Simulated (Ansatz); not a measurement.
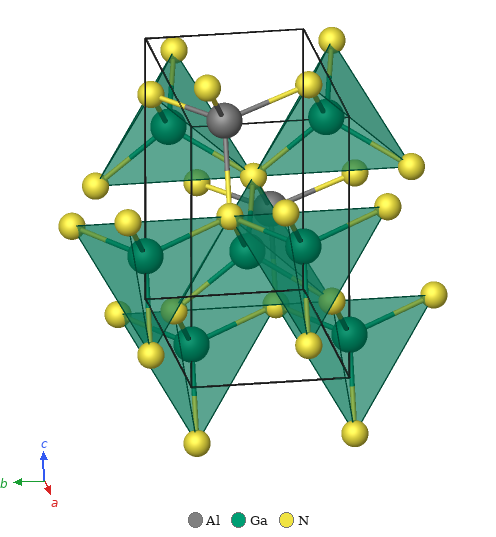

A polyhedral rendering, viewed from a general direction. Atoms at the boundary of the conventional unit cell (the box) are drawn once for each face, edge or corner they touch. Some neighbours outside the box are added. Cell: a = 4.995 Å, b = 3.076 Å, c = 5.322 Å, α = 90.00°, β = 90.05°, γ = 90.00°.

What does the picture show?

The formula is AlGa3N4. Space group: Pm (No. 6). Lattice: primitive monoclinic. One cell contains 1 Al, 3 Ga, 4 N, 8 atoms in all. The polyhedra are GaN4 tetrahedra; they share corners. The neighbours of Al are four N in a tetrahedral arrangement at about 1.8 Å. The neighbours of Ga are four N in a tetrahedral arrangement at about 1.9 Å. Coordination numbers (contacts within bonding distance): N 4. The bonds build a three-dimensional framework.

The initial geometry was a structure listed in the Materials Project. Earlier steps of the study, as a rule a relaxation of our own, may have changed the cell and positions, so they can lie some per cent off the listed ones. Ansatz was used for an electronic-structure calculation on it.

At this level of theory the run's own cell isn't at rest (compressed, at 20 GPa), so its distances can differ from those at equilibrium, the more so the softer the solid.
